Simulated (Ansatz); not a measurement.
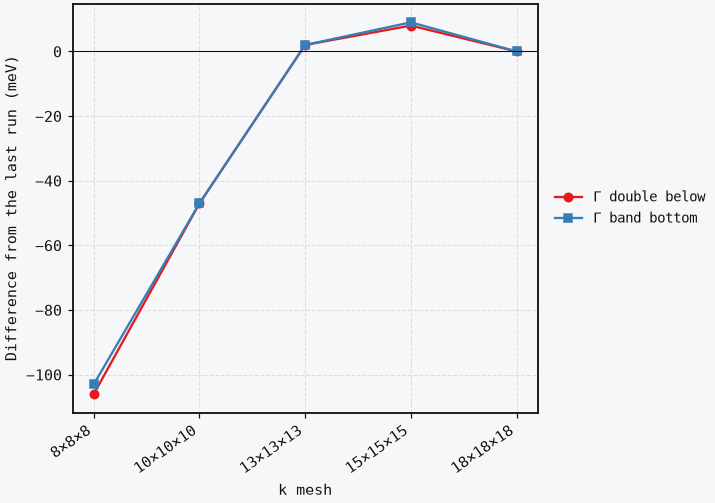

Levels of bcc Ag, space group Im-3m (No. 229), 1 atom in the primitive cell (cubic a = 3.311 Å), a metal, as the k mesh is raised at fixed smearing. Each is counted from the Fermi level of its run and named by k point, degeneracy (spin aside) and its side in the last run; the band bottom is the lowest valence level above the core-like shells. Method: PBE, SPMS NC, no spin polarisation, no spin-orbit coupling, 599 eV cutoff, Fermi-Dirac smearing of 0.1 eV (Ansatz 0.2.0).

**How do these levels converge with the mesh?**

They move together: their mean lies up to 104 meV from that of the last run, and each level follows the mean within 2 meV. So it is mostly the Fermi level that moves: it is fixed by counting states on the mesh. From 13×13×13 on, all stay within 20 meV of the last run.

| k mesh | Γ double below (eV) | Γ band bottom (eV) |
| --- | --- | --- |
| 8×8×8 | −3.582 | −7.479 |
| 10×10×10 | −3.523 | −7.423 |
| 13×13×13 | −3.474 | −7.374 |
| 15×15×15 | −3.468 | −7.367 |
| 18×18×18 | −3.476 | −7.376 |

This isn't the form of Ag at room conditions, which is fcc.
